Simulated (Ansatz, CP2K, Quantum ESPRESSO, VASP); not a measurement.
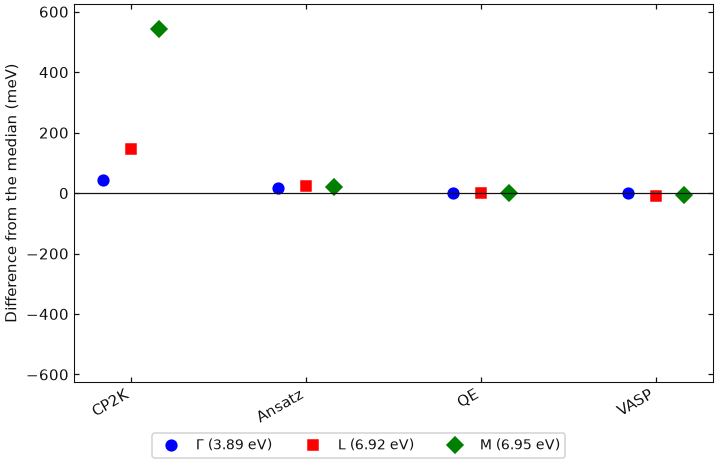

Direct gap at each named k point, for MgO, space group P-6m2, 2 atoms in the cell, volume scaled by a factor 0.94; a = 2.878 Å, c = 2.625 Å (hexagonal axes). Four programs ran PBE (no spin polarisation, no spin-orbit coupling) on the same cell and 10×10×10 k mesh. The plot shows each result less the median of the plane-wave runs, which the legend gives. The cell is at 10 GPa in Ansatz. The smallest gap over all k points computed is less than these values: 3.50 eV in Ansatz, from the valence top at a point off the named ones to the conduction bottom at Γ.

Question: How well do the programs agree?

Answer: The plane-wave programs (Ansatz, VASP and Quantum ESPRESSO) agree within 31 meV at these points; their potentials differ as well, also in the shells treated as valence. CP2K departs by up to +543 meV (at M).

| program | kind | valence electrons | Γ (eV) | L (eV) | M (eV) |
| --- | --- | --- | --- | --- | --- |
| CP2K | local basis | 16 | 3.936 | 7.069 | 7.494 |
| Ansatz | plane waves | 16 | 3.908 | 6.946 | 6.970 |
| Quantum ESPRESSO | plane waves | 8 | 3.892 | 6.924 | 6.951 |
| VASP | plane waves | 8 | 3.892 | 6.916 | 6.946 |

Settings. POTENTIAL_UZH Mg GTH-PBE-q10, O GTH-PBE-q6; TZVP-MOLOPT-PBE-GTH basis, Fermi-Dirac smearing of 0.05 eV (CP2K 2026.2). Ansatz PAW, 420 eV cutoff, Fermi-Dirac smearing of 0.05 eV (Ansatz 0.2.0). SSSP 1.3 efficiency PBE, 748 eV cutoff, Fermi-Dirac smearing of 0.05 eV (Quantum ESPRESSO 7.5). VASP PAW PBE potentials, release 64 (Mg, O), 520 eV cutoff, Fermi-Dirac smearing of 0.05 eV (VASP 6.6.1).

LDA, GGA and most meta-GGA functionals understate gaps. The usual form of MgO is rocksalt. CP2K: the basis of atomic orbitals isn't converged, which shifts gaps and empty levels.
